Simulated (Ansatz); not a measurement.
Here is a crystal structure:

```xyz
16
Lattice="5.7824 0.0000 0.0000 0.0000 5.7824 0.0000 0.0000 0.0000 5.7824" Properties=species:S:1:pos:R:3 pbc="T T T"
Al    0.0000    0.0000    0.0000
Cu    2.8912    0.0000    0.0000
Cu    1.4456    4.3368    4.3368
Cu    1.4456    1.4456    4.3368
Al    0.0000    2.8912    2.8912
Cu    2.8912    2.8912    2.8912
Cu    1.4456    1.4456    1.4456
Cu    1.4456    4.3368    1.4456
Al    2.8912    0.0000    2.8912
Cu    0.0000    0.0000    2.8912
Cu    4.3368    4.3368    1.4456
Cu    4.3368    1.4456    1.4456
Al    2.8912    2.8912    0.0000
Cu    0.0000    2.8912    0.0000
Cu    4.3368    1.4456    4.3368
Cu    4.3368    4.3368    4.3368
```

> Before looking at a picture, describe the arrangement of atoms.

The formula is AlCu$_{3}$. Space group Fm-3m (No. 225), lattice face-centred cubic. The prototype is D0₃ (BiF₃ or Fe₃Al type). One cell contains 4 Al, 12 Cu, 16 atoms in all. Around each Al lie eight Cu in a cubic arrangement at 2.50 Å. Cu takes two kinds of site: 4b with eight Cu in a cubic arrangement at 2.50 Å; 8c with four Al and four Cu in a cubic arrangement (2.50 Å to Al, 2.50 Å to Cu). Not all metal-metal contacts are counted. The bonds build a three-dimensional framework.

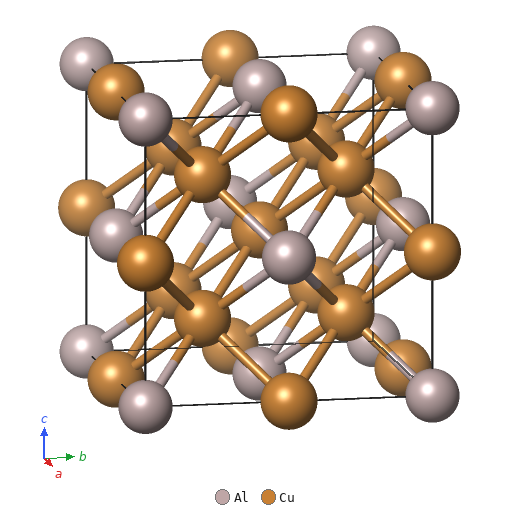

Ball-and-stick drawing of the structure, looking slightly off an axis. The wireframe shows the conventional unit cell.

Provenance: a structure listed in the Materials Project. Earlier steps of the study may have refined or changed the cell and positions. It was the input of a calculation with Ansatz.
